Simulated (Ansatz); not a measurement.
# A series of single points on PbTe

System: PbTe (Fm-3m, 2 atoms in the cell).
Method: Kohn-Sham DFT of a periodic cell, PBE with D4, Ansatz PAW, no spin polarisation (Ansatz 0.2.0).

The 5 runs differ only in the geometry, by an even scaling of the cell at fixed fractional positions. The structure derives from an entry of the Crystallography Open Database.

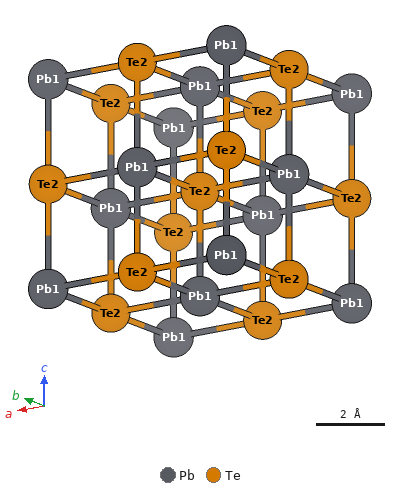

Figure 1. The structure of run 3 (ball-and-stick view of the cell 4 times as large as that of the calculation, set on its symmetry axes, seen at an oblique angle; atoms are numbered from 1 in the order of the input).

### Input of run 3
```yaml
crystal:
  lattice:
    - [0.0, 3.231, 3.231]
    - [3.231, 0.0, 3.231]
    - [3.231, 3.231, 0.0]
  atoms:
    - { symbol: Pb, position: [0.0, 0.0, 0.0] }
    - { symbol: Te, position: [0.5, 0.5, 0.5] }
hamiltonian:
  xc: pbe
  pseudopotentials: { kind: paw }
  dispersion: d4
kpoints:
  mp_grid: { grid: [7, 7, 7] }
scf:
  occupations: { method: fermi_dirac, width: 0.05 }
output:
  forces: true
  stress: true
  eigenvalues: true
```

Command:
```bash
ansatz run input.yaml --threads 2 --pin off --max-ram 5120MiB --backend cpu --events-out ev --progress --plain --runs-dir out
```

Run 4 differs from it as follows:
```diff
-    - [0.0, 3.231, 3.231]
-    - [3.231, 0.0, 3.231]
-    - [3.231, 3.231, 0.0]
+    - [0.0, 3.2523979746, 3.2523979746]
+    - [3.2523979746, 0.0, 3.2523979746]
+    - [3.2523979746, 3.2523979746, 0.0]
```

### Results, with one run withheld

```tsv
run	volume per atom (Å³)	free energy per atom, from the lowest run given (meV)	pressure (GPa)	gap on the mesh (eV)
1	32.380	9.23	2.11	0.94
2	33.055	2.56	1.08	0.98
3	33.730	0.00	0.16	1.01
4	34.404	?	?	?
5	35.753	7.49	−0.30	1.09
```

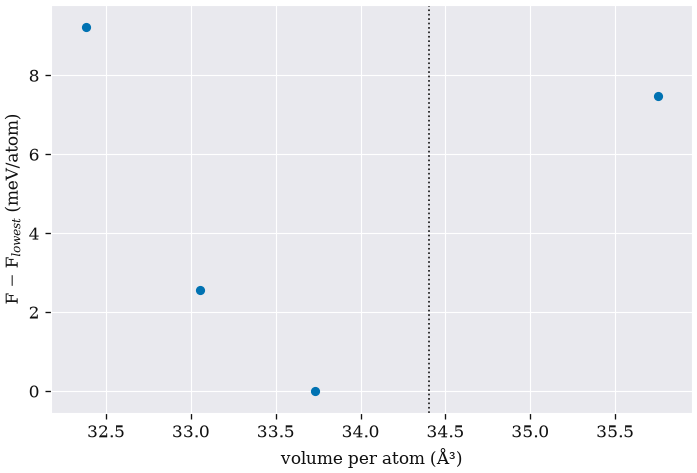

Figure 2. Free energy per atom of the runs given; the dotted line marks run 4.

Estimate the energy of run 4 from the others.

A quadratic polynomial in V^(−2/3) (the Birch–Murnaghan form), fitted to the 4 runs given, misses them by at most 0.27 meV per atom. With x = V^(−2/3) − 0.09586 Å⁻², it reads F = −0.10017 + 1279.6 x + 8.9476e+05 x² (meV per atom). At run 4 it gives −0.23 meV per atom, and the run itself gives 0.98. The slope of the fit gives a pressure −dF/dV of −0.32 GPa there, and the run prints −0.59 GPa. The two needn't agree exactly: the fit is approximate, and the printed stress is taken on a finite basis. The fit has its minimum at 34.074 Å³ per atom, where V d²F/dV² gives 33.9 GPa: the bulk modulus at this level, since symmetry fixes the shape and the positions. So low a polynomial doesn't follow these energies more closely. The gap on the mesh goes, without turning, from 0.94 eV in run 1 to 1.09 eV in run 5; run 4 has 1.04 eV. These are gaps of this functional on this mesh, which can miss the band edges; they aren't the measured gap.

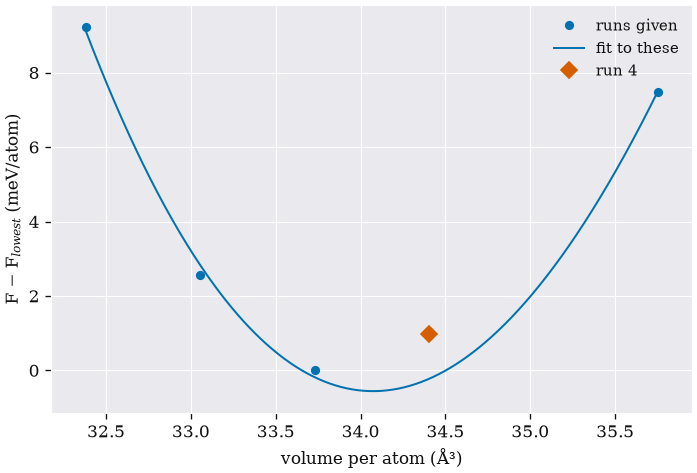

Figure 3. The fit and the withheld run.

### Output, shortened to warnings, some set-up lines, iterations and results (run 4)
```
Basis set: ecut = 420 eV, 1363 PW (Γ), exchange–correlation on 64×64×64 points (8 copies of the dense FFT grid, shifted against one another)
Symmetry: 48 space group operations
k-points: 20 of 343
Initial density: superposition of atomic densities (neutral atoms: chi_scale 0, normalization atom), corrected by the library's trained network
[...]
SCF iter   1: F=—  HF=-18888.041681 eV  |F-HF|=—  |Δ(HF+E_count)|=         —  Δρ=5.36e-4  dr2=2.62e-4  ethr=1.77e-3  ⟨swp⟩=6.3  Hψ=1944  notcnv=0
SCF iter   2: F=—  HF=-18888.039845 eV  |F-HF|=—  |Δ(HF+E_count)|=   1.84e-3  Δρ=3.81e-4  dr2=9.61e-5  ethr=8.74e-7  ⟨swp⟩=3.1  Hψ=1010  notcnv=0
SCF iter   3: F=—  HF=-18888.039836 eV  |F-HF|=—  |Δ(HF+E_count)|=   8.30e-6  Δρ=1.80e-4  dr2=1.52e-5  ethr=3.20e-7  ⟨swp⟩=2.0  Hψ=555  notcnv=0
SCF iter   4: F=—  HF=-18888.039864 eV  |F-HF|=—  |Δ(HF+E_count)|=   2.79e-5  Δρ=7.34e-5  dr2=4.23e-6  ethr=5.07e-8  ⟨swp⟩=2.0  Hψ=680  notcnv=0
SCF iter   5: F=—  HF=-18888.039862 eV  |F-HF|=—  |Δ(HF+E_count)|=   2.43e-6  Δρ=3.09e-5  dr2=7.39e-7  ethr=1.41e-8  ⟨swp⟩=2.0  Hψ=678  notcnv=0
SCF iter   6: F=-18888.039862 eV  HF=-18888.039862 eV  |F-HF|=5.41e-8  |Δ(HF+E_count)|=   1.09e-7  Δρ=7.73e-6  dr2=4.59e-8  ethr=3.33e-10  ⟨swp⟩=4.8  Hψ=2093  notcnv=0
SCF 1 converged in 6 iterations: F = -18888.039862 eV  dr2 = 4.59e-8
SCF converged after 6 iterations
Free energy (F): -18888.039862 eV
Harris-Foulkes:  -18888.039862 eV  (|F-HF|=5.41e-8)
Internal energy: -18888.039860 eV  (E = F + TS)
E sigma→0 (E₀):  -18888.039861 eV
Entropy (-TS):   -0.000002 eV (-0.001 meV/atom)
Fermi energy:    8.814429 eV
--- Per-component energies (eV) ---
  E_band       = -324.026634
  E_kinetic    = 467.819725
  E_local      = -2415.051702  (includes V_loc(G=0)·N_el)
  E_nonlocal   = 39.782260
  E_hartree    = 1266.240822
  E_xc         = -345.318880
  E_vxc        = -236.777534  (∫ρ·V_xc dr)
  E_paw        = -15066.502274  (= ΣΔE_a)
  E_vpaw       = -712.267591  (= ΣTr[D̂ρ^β])
  E_aug_tail   = -0.000104  (compensation charges beyond the density's cutoff)
  E_ewald      = -2834.149416
  E_disp       = -0.860290  (pairwise vdW)
  E_smearing   = -0.000002  (= −TS)
  E_closure    = -0.000000  (closes the sum)
  Σ components = -18888.039862   (vs F -18888.039862, Δ=0.00e0)
--- Forces (eV/Å), atoms counted from 1 ---
  atom   1  Pb    -0.00000000     0.00000000     0.00000000
  atom   2  Te     0.00000000    -0.00000000     0.00000000
  max |Σ_I F_I| component: 3.23e-29 eV/Å
--- Stress (GPa, compression-positive) ---
       -0.591637       0.000000      -0.000000
       -0.000000      -0.591637       0.000000
       -0.000000      -0.000000      -0.591637
  P = ⅓ Tr σ = -0.5916 GPa (-5.916 kbar)
```

Notes: Spin–orbit coupling is left out, which matters for Pb.
